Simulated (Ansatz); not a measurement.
Consider Te2Pt.

Input file:

```
crystal:
  lattice:
    - [4.0520213429, 0.0, 0.0]
    - [-2.0260106715, 3.5091534196, 0.0]
    - [0.0, 0.0, 5.0939376502]
  atoms:
    - { symbol: Te, position: [0.3333333333, 0.6666666667, 0.2671490264] }
    - { symbol: Te, position: [0.6666666667, 0.3333333333, 0.7328509736] }
    - { symbol: Pt, position: [0.0, 0.0, 0.0] }
basis:
  ecutwfc: 420
kpoints:
  mp_grid: { grid: [12, 12, 8] }
  band_path:
    path:
      - [[0.0, 0.0, 0.0], [0.5, 0.0, 0.0], [0.33333333, 0.33333333, 0.0], [0.0, 0.0, 0.0], [0.0, 0.0, 0.5], [0.5, 0.0, 0.5], [0.33333333, 0.33333333, 0.5], [0.0, 0.0, 0.5]]
      - [[0.5, 0.0, 0.5], [0.5, 0.0, 0.0]]
      - [[0.33333333, 0.33333333, 0.5], [0.33333333, 0.33333333, 0.0]]
    npoints: 14
hamiltonian:
  xc: pbe
  dispersion: d3bj
scf:
  occupations: { method: gaussian, width: 0.1 }
  n_extra_bands: 7
output:
  forces: true
  stress: true
  eigenvalues: true
  populations: true
  dos: { projected: true, de: 0.02, nscf_kmesh: { grid: [18, 18, 12] } }
  bader: true
  write_density: true
  write_potential: true
  elf: true
  volumetric_format: npy
```

Launched as:

```sh
ansatz run input.yaml --threads 2 --pin off --max-ram 5120MiB --backend cpu --events-out ev --progress --plain --runs-dir out
```

Below, planes, directions and counts refer to the conventional cell (a = 4.05 Å, b = 4.05 Å, c = 5.09 Å, α = 90.00°, β = 90.00°, γ = 120.00°).

Space group P-3m1.

Theory: DFT PBE+D3(BJ), scalar-relativistic, plane waves, PAW (Ansatz).

### What will maps of the valence pseudo-density and electron localisation function show?

Te–Pt (2.71 Å): the density is about 0.48 e/Å³ at the midpoint; the ELF is about 0.50 at the midpoint.
Bader's partition of the density gives Te +0.24 and Pt −0.48 e.

### What Bader charges does the calculation give?

Electrons move from Te towards Pt. Bader charges: Te +0.24 and Pt −0.48 e.

### Does the calculation give a band gap?

It is metallic or semimetallic at this level of theory: no gap opens; semilocal functionals without U, or without the true magnetic order, often close the gap of such compounds.

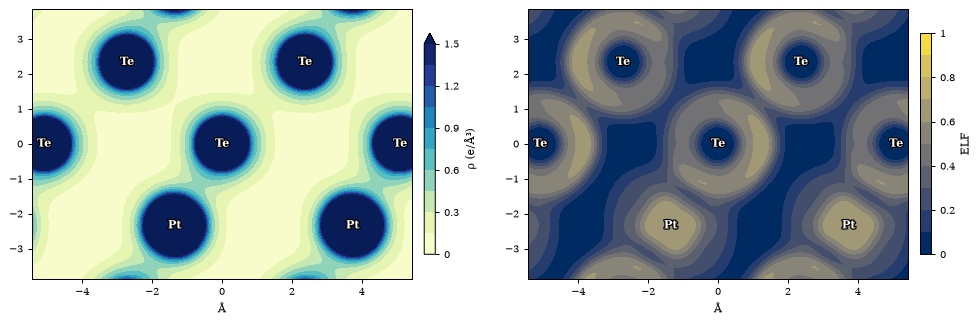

Computed valence pseudo-density and electron localisation function on the (110) plane of the conventional cell, in this order. 

In a PAW calculation such maps are meaningful between the atoms, not at the nuclei.
